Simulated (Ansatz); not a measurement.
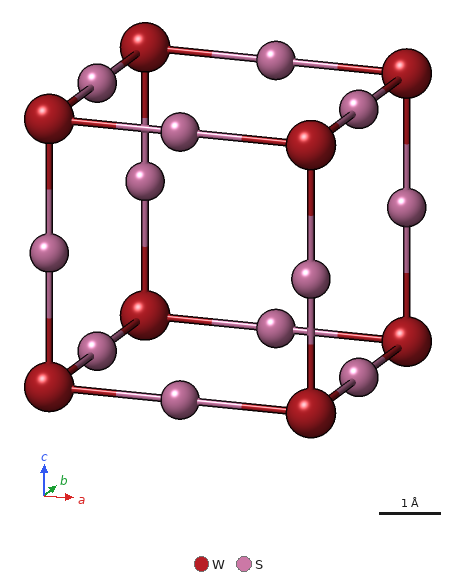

Phonons of a crystal of WS3 (a generated structure), space group Pm-3m (No. 221), at the zone centre. A ball-and-stick model of the cell of the calculation, seen slightly off an axis.

Computed with DFT LDA, scalar-relativistic, plane waves, PAW in Ansatz.

Input file:
```yaml
crystal:
  lattice:
    - [4.6115733525, 0.0, 0.0]
    - [0.0, 4.6115733525, 0.0]
    - [0.0, 0.0, 4.6115733525]
  atoms:
    - { symbol: W, position: [0.0, 0.0, 0.0] }
    - { symbol: S, position: [0.0, 0.0, 0.5] }
    - { symbol: S, position: [0.0, 0.5, 0.0] }
    - { symbol: S, position: [0.5, 0.0, 0.0] }
basis:
  ecutwfc: 420
kpoints:
  mp_grid: { grid: [10, 10, 10] }
hamiltonian:
  xc: lda
scf:
  occupations: { method: fermi_dirac, width: 0.15 }
output:
  eigenvalues: true
phonons:
  method: dfpt
  eigenvectors: true
```

Launched with:
```bash
ansatz run input.yaml --threads 2 --pin off --max-ram 7168MiB --backend cpu --events-out ev --progress --plain --runs-dir out
```

The frequencies depend somewhat on the k-mesh and the smearing.

Give the spectrum at this point.

The calculation's cell holds 4 atoms, so there are 9 optical modes, in 3 levels. The optical modes span 2T₁u + T₂u. No level is unstable.

| level | symmetry | frequency (cm⁻¹) | activity |
| --- | --- | --- | --- |
| 1 | T₁u | 95 | infrared-active |
| 2 | T₂u | 116 | silent |
| 3 | T₁u | 401 | infrared-active |

The crystal is a metal, so free carriers screen the infrared response.

The modes drawn as arrows (one member of each degenerate set):

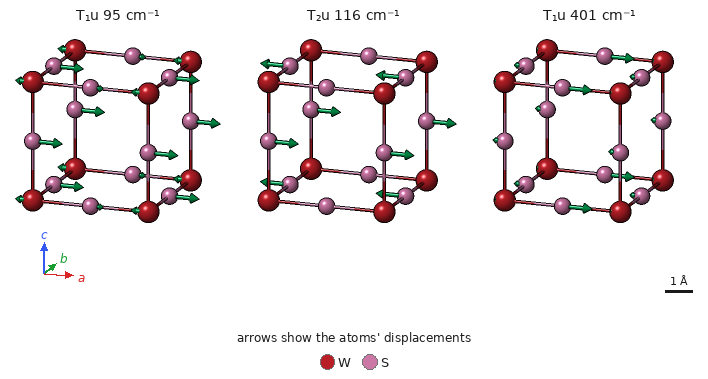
